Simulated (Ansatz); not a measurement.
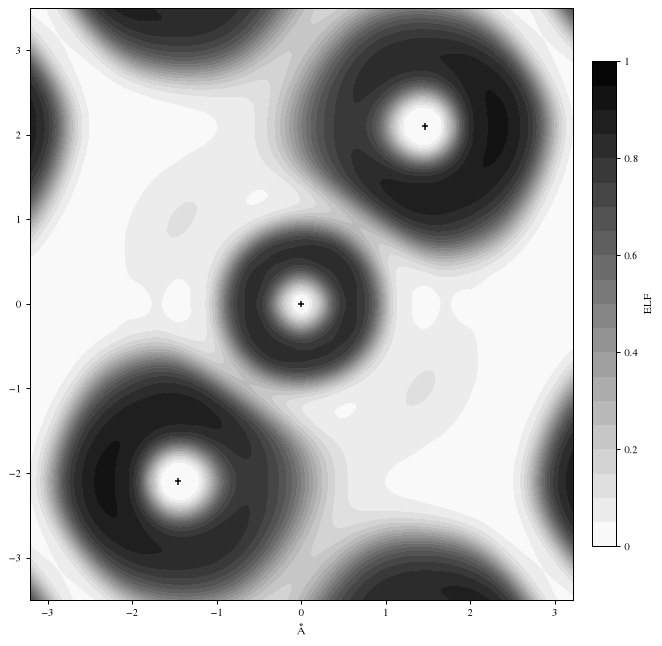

The electron localisation function on a plane through atoms (crosses mark nuclei in the plane).

Theory: DFT PBE+D3(BJ), scalar-relativistic, plane waves, PAW (Ansatz 0.2.0).

Candidates:
A. ZrS₂, a = 3.64 Å, b = 3.64 Å, c = 5.72 Å, α = 90.00°, β = 90.00°, γ = 120.00°. Space group P-3m1; a structure from a database of computed crystals, not necessarily the ambient phase.
B. PtSe₂, a = 3.77 Å, b = 3.77 Å, c = 4.82 Å, α = 90.00°, β = 90.00°, γ = 120.00°. Space group P-3m1.

Which candidate gave the map?

Answer. Candidate A: ZrS₂ on the (110) plane of the conventional cell, which holds Zr and S. Zr–S (2.56 Å): the ELF peaks at about 0.85 in the valence shell of S, 0.8 Å from its nucleus, and is about 0.40 at the midpoint.
